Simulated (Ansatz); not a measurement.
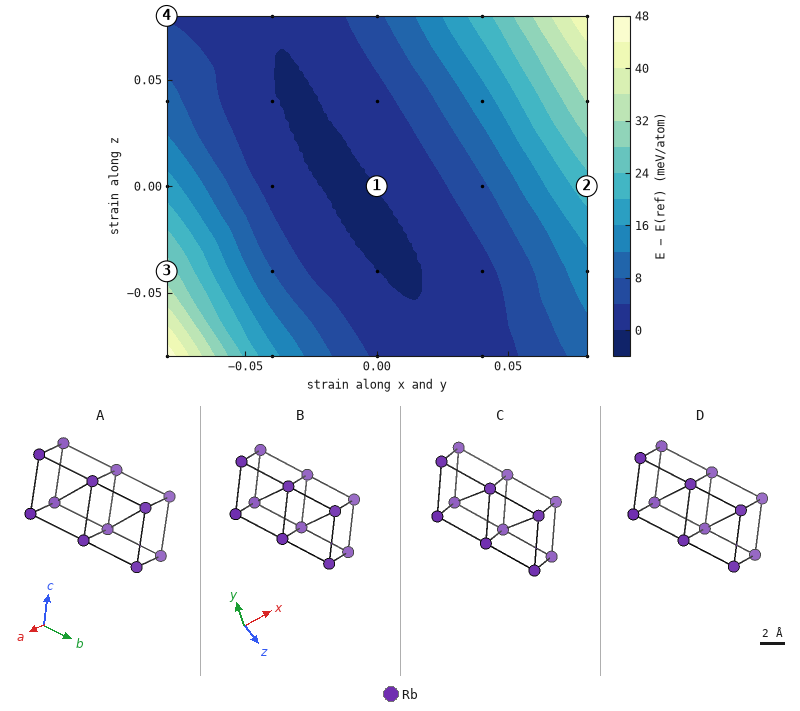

Solid Rb (Im-3m): the cell is strained equally along x and y and separately along z, with the atoms kept at their fractional coordinates. x, y and z are the Cartesian axes of the input. The map is interpolated between the computed points (dots). The frames are shuffled; each belongs to one numbered point. The picture is a ball-and-stick view of the cell of the calculation, repeated 1 × 2 × 1 with one cell outlined, seen slightly off an axis.

Theory: DFT PBEsol, scalar-relativistic, plane waves, PAW (Ansatz 0.2.0). Settings: plane-wave cutoff 420 eV; k-point mesh 12 × 12 × 12; occupations gaussian; smearing width 0.15 eV; no spin polarisation. Energies (free energies at the smearing named) are counted from the cell as listed in its source, which wasn't relaxed.

Which frame belongs to which numbered point?

Answer. Point 1 is frame D, at (0.000, 0.000) and 0.0 meV/atom; 2 is frame A, at (0.080, 0.000) and 22.1 meV/atom; 3 is frame B, at (−0.080, −0.040) and 30.0 meV/atom; 4 is frame C, at (−0.080, 0.080) and 3.7 meV/atom. In pairs of (strain along x and y; strain along z): the lowest computed points lie at (0.000, 0.000), (0.000, −0.040) (0.0 meV/atom), the highest at (−0.080, −0.080) (46.5 meV/atom). The valley is tilted: raising the in-plane strain is made harder by raising the strain along z (cross term 0.83 of the geometric mean of the two curvatures). Over the ranges scanned the energy rises more along the first axis, the in-plane strain. The pressure runs from −0.5 GPa at (0.080, 0.080) to 1.0 GPa at (−0.080, −0.080).
